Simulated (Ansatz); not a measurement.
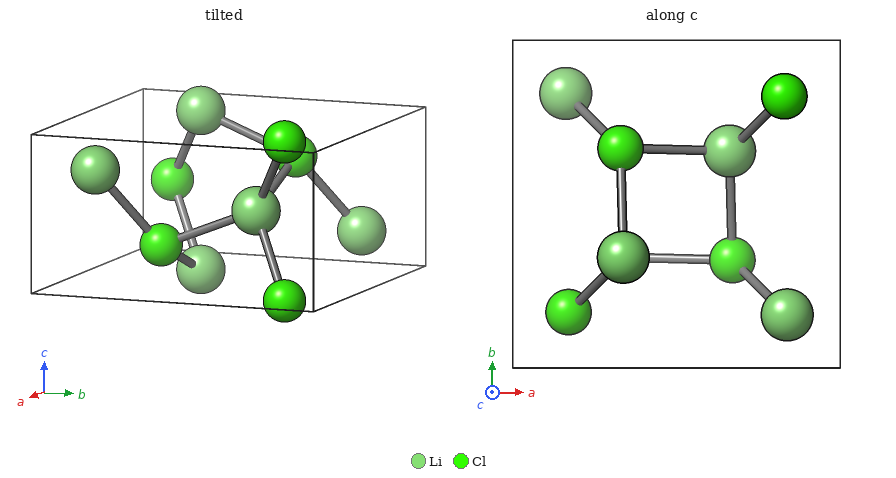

Crystal structure, ball-and-stick style, seen slightly off an axis and along the c axis. The wireframe shows the conventional unit cell.

LiCl, space group P4_12_12 (No. 92), a = 6.788 Å, b = 6.788 Å, c = 3.602 Å, α = 90.00°, β = 90.00°, γ = 90.00°. The cell started as a structure type filled with these elements by a generator (whether the compound takes this form wasn't checked). Earlier steps of the study may have refined or changed the cell and positions. It was the input of a calculation with Ansatz.

This one geometry was computed with Ansatz (DFT, plane waves, PAW) at three levels of theory: LDA, PBE and r2SCAN.

### Which level gives the highest pressure at this volume, and what does that say about its equilibrium volume?

Highest: PBE (0.0 GPa), which points to the largest equilibrium volume. Lowest, with the smallest volume: LDA (-2.5 GPa). Levels within 0.5 GPa of each other can't be told apart.

### How does the band gap change with the level of theory?

LDA: a gap of 5.27 eV, indirect; PBE: a gap of 5.67 eV, indirect; r2SCAN: a gap of 6.28 eV, indirect.

### Collect the results in a table.

| level | cutoff (eV) | k-mesh of the run's cell | gap (eV) | pressure (GPa) |
| --- | --- | --- | --- | --- |
| LDA | 420 | 4×4×6 | 5.27 | -2.5 |
| PBE | 420 | 4×4×6 | 5.67 | 0.0 |
| r2SCAN | 500 | 4×4×6 | 6.28 | -0.5 |

Gaps are taken on the k-mesh or band path of each run.
